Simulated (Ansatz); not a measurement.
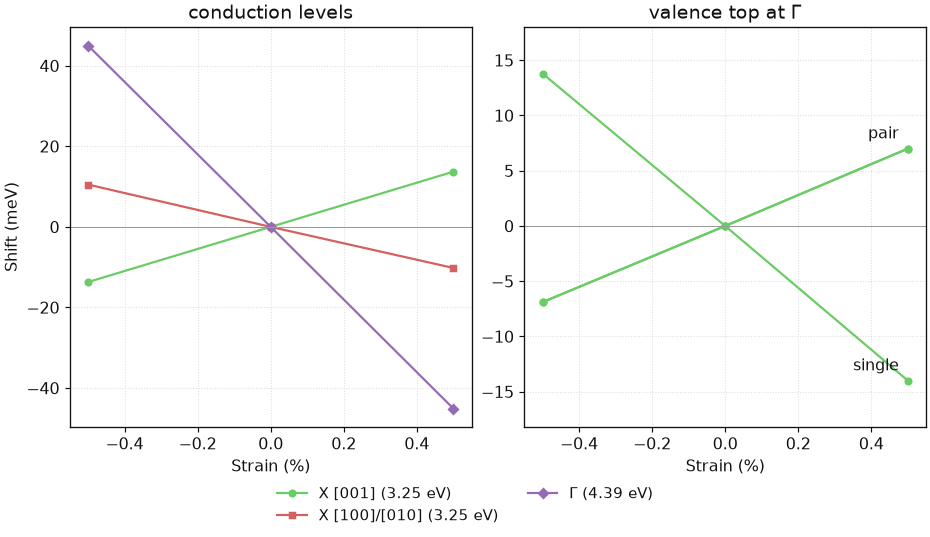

Shifts of the lowest conduction level at the points named, against the centre of the valence top at Γ (unstrained energies in the legend), and the splitting of that top about its centre. Directions are on the cubic axes.

System: zincblende AlN, space group F-43m, 2 atoms in the primitive cell, in a cell relaxed beforehand; cubic a = 4.342 Å. Here the cell is stretched along z by ±0.5 %, with x and y held, and the atoms are carried along without relaxing. Computed with Ansatz: LDA, Ansatz PAW set, no spin polarisation, no spin-orbit coupling, 8×8×8 k mesh, 420 eV cutoff, fixed occupations.

> How fast does each conduction level move?

For each 1 % of strain: +27 meV at X [001], −21 meV at X [100]/[010] and −90 meV at Γ.

> What shear deformation potential follows for the X valleys?

For the X valleys E[001] − E[100] = Ξu (εzz − εxx), and the splitting is +48 meV for 1 %, so Ξu = 4.8 eV.

> How does the valence top split?

The threefold valence top splits at 42 meV for each 1 % of strain; under tension the single level lies below the pair. With E(single) − E(pair) = 3b (εzz − εxx), b = −1.39 eV.

The PAW data sets were made with another functional. LDA, GGA and most meta-GGA functionals understate gaps. The usual form of AlN is wurtzite. Spin-orbit coupling, left out here, splits this threefold top even without strain.
